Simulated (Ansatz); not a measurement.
**CaF2: density, localisation and related maps**

```cif
data_structure
_symmetry_space_group_name_H-M 'P 1'
_symmetry_Int_Tables_number 1
_cell_length_a 5.4620
_cell_length_b 5.4620
_cell_length_c 5.4620
_cell_angle_alpha 90.000
_cell_angle_beta 90.000
_cell_angle_gamma 90.000
_cell_volume 162.95
loop_
_atom_site_label
_atom_site_type_symbol
_atom_site_fract_x
_atom_site_fract_y
_atom_site_fract_z
_atom_site_occupancy
Ca1 Ca 0.00000 0.00000 0.00000 1
Ca2 Ca 0.50000 0.50000 0.00000 1
Ca3 Ca 0.50000 0.00000 0.50000 1
Ca4 Ca 0.00000 0.50000 0.50000 1
F1 F 0.25000 0.25000 0.25000 1
F2 F 0.75000 0.75000 0.25000 1
F3 F 0.75000 0.25000 0.75000 1
F4 F 0.25000 0.75000 0.75000 1
F5 F 0.75000 0.25000 0.25000 1
F6 F 0.25000 0.75000 0.25000 1
F7 F 0.25000 0.25000 0.75000 1
F8 F 0.75000 0.75000 0.75000 1
```

Space group Fm-3m; computed pressure about 2 GPa in this cell.

Computed with DFT PBE, scalar-relativistic, plane waves, PAW in Ansatz 0.2.0.

In a PAW calculation such maps are meaningful between the atoms, not at the nuclei.

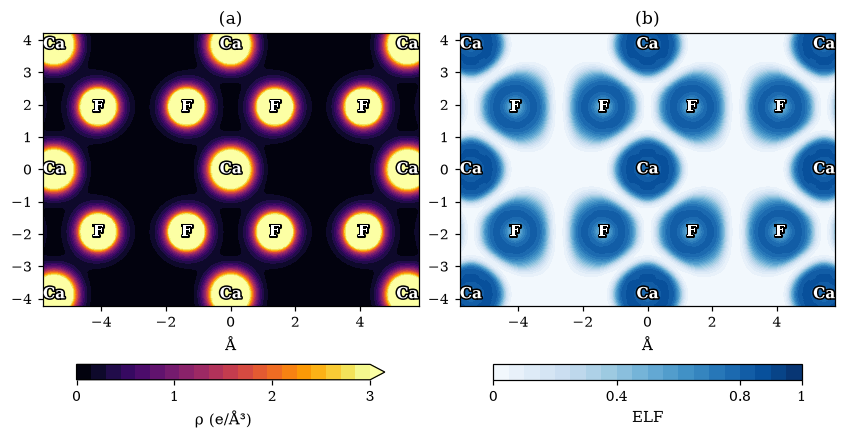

Figure 1. (a) valence pseudo-density; (b) electron localisation function on the (011) plane of the conventional cell.

Q: Describe what can be read from this map.

A:
- Atoms in the plane: Ca and F.
- Ca–F (2.37 Å): ρ at the midpoint is about 0.22 e/Å³; the ELF is about 0.05 at the midpoint (an ionic contact with no shared pair).
- Between the atoms the lowest density in this plane is 0.006 e/Å³.
- The features right at Ca lie inside the PAW spheres, where the map follows smoothed inner orbitals and isn't to be read closely.

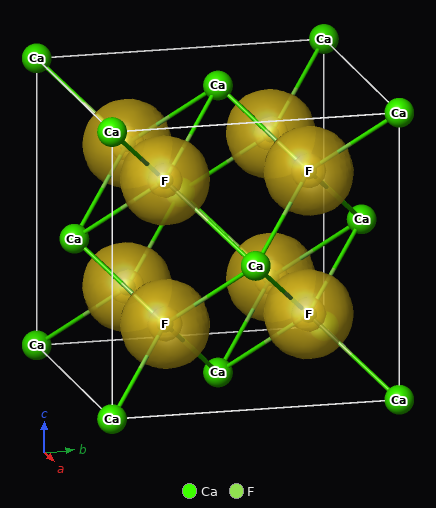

Figure 2. Isosurface of the ELF at 0.7 (yellow), seen slightly off an axis. Only the valence region is drawn (cores and ρ < 0.01 e/Å³ removed). Sticks mark near contacts.

Q: What do the ELF domains correspond to?

A: At this value the surface marks out eight regions wrapped around F (the valence shell of each), counted in one cell of 12 atoms. Regions shared between cells count once.

Q: Does the calculation give a band gap?

A: It is gapped, with a Kohn–Sham gap of 7.3 eV on the k-point mesh, an upper bound to the gap of this method.
